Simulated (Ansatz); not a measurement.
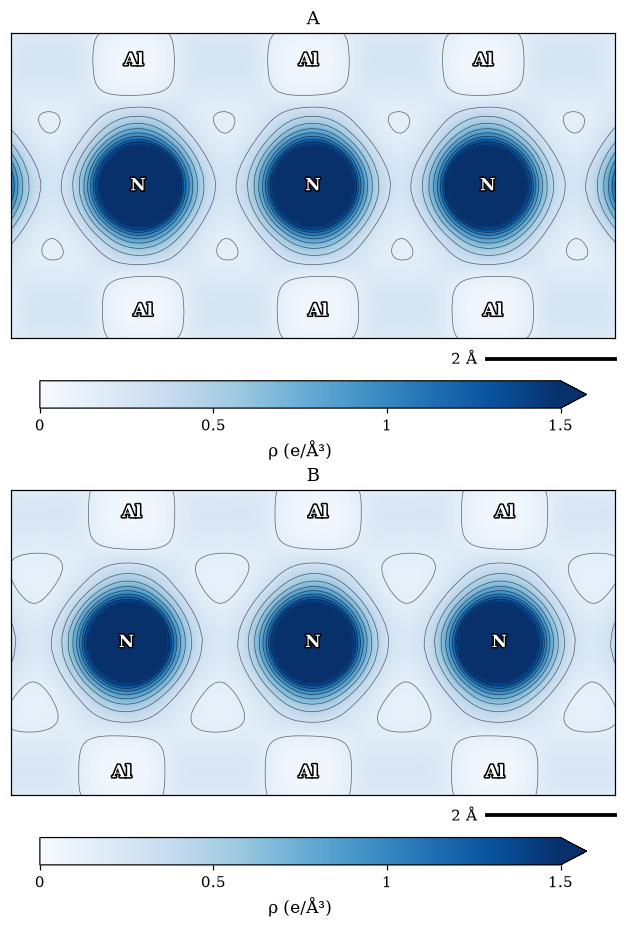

AlN. The valence electron density of two cells that differ in size and shape, on the (11̄0) plane of each (indices in the axes of the calculation cell), at one length scale and on one colour scale: B has 8.3 Å³ an atom and A 7.4.

The calculation used DFT PBEsol, scalar-relativistic, plane waves, PAW (Ansatz).

In a PAW calculation such maps are meaningful between the atoms, not at the nuclei.

The larger cell:

```cif
data_structure
_symmetry_space_group_name_H-M 'P 1'
_symmetry_Int_Tables_number 1
_cell_length_a 2.8995
_cell_length_b 2.8995
_cell_length_c 2.8995
_cell_angle_alpha 58.236
_cell_angle_beta 58.236
_cell_angle_gamma 58.236
_cell_volume 16.54
loop_
_atom_site_label
_atom_site_type_symbol
_atom_site_fract_x
_atom_site_fract_y
_atom_site_fract_z
_atom_site_occupancy
Al1 Al 0.50000 0.50000 0.50000 1
N1 N 0.00000 0.00000 0.00000 1
```

The smaller cell: a = 2.719 Å, b = 2.719 Å, c = 2.719 Å, α = 61.78°, β = 61.78°, γ = 61.78°.

**What changes from the larger cell to the smaller?**

From the larger cell to the smaller, Al–N goes from 2.02 to 1.95 Å, and the density at its midpoint from 0.52 to 0.6 e/Å³; the pressure goes from 0.1 to 37 GPa; the Kohn–Sham gap goes from 4.1 eV to 4.3 eV.

PAW datasets: the set soft_1.
